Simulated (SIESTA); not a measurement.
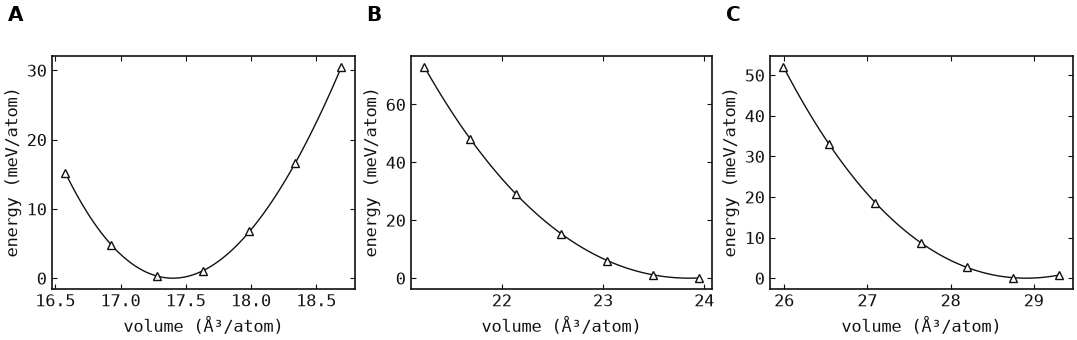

Each panel shows the energy against volume for one of these solids: GaAs, F-43m (No. 216); Sn, I4_1/amd (No. 141); Ti, P6_3/mmc (No. 194).

Computed with SIESTA 5.4.2: DFT in numerical atomic orbitals with pseudopotentials, no spin polarisation; energies at scaled volumes of the given cell, shape and fractions fixed, counted from the fit's minimum, third-order Birch-Murnaghan fit. Level: PBE.

Question: Which panel belongs to which solid?

Answer: A is Ti (energy from 0.25 meV/atom to 30.52 meV/atom, V0 17.4 Å³/atom, B0 115 GPa); B is GaAs (energy from 0.08 meV/atom to 73.02 meV/atom, V0 23.85 Å³/atom, B0 66.4 GPa); C is Sn (energy from 0.10 meV/atom to 52.08 meV/atom, V0 28.91 Å³/atom, B0 46.5 GPa).

For GaAs, limits of the calculation: the fit and the printed pressures don't fully agree, or the minimum lies near the end of the range; mulliken charges of long orbitals.

For Sn, limits of the calculation: mulliken charges of long orbitals; shape and atomic fractions are frozen while scaling, which makes layered, chain and framework solids too stiff.

For Ti, limits of the calculation: mulliken charges of long orbitals; shape and atomic fractions are frozen while scaling, which makes layered, chain and framework solids too stiff.
